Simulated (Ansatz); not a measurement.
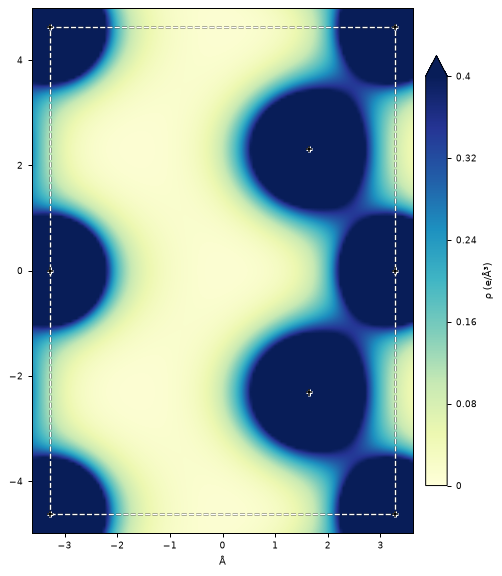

The valence electron density on a plane through atoms (crosses mark nuclei in the plane).

These are results of DFT PBE+D3(BJ), scalar-relativistic, plane waves, PAW in Ansatz, not measurements.

Candidates:
A. InSb, a = 6.55 Å, b = 6.55 Å, c = 6.55 Å, α = 90.00°, β = 90.00°, γ = 90.00°. Space group F-43m.
B. InAs (slab), a = 8.64 Å, b = 8.64 Å, c = 26.62 Å, α = 90.00°, β = 90.00°, γ = 120.00°. 

Which system is this?

Answer. Candidate A: InSb on the (110) plane of the conventional cell, which holds In and Sb. In–Sb (2.83 Å): ρ is about 0.35 e/Å³ halfway.
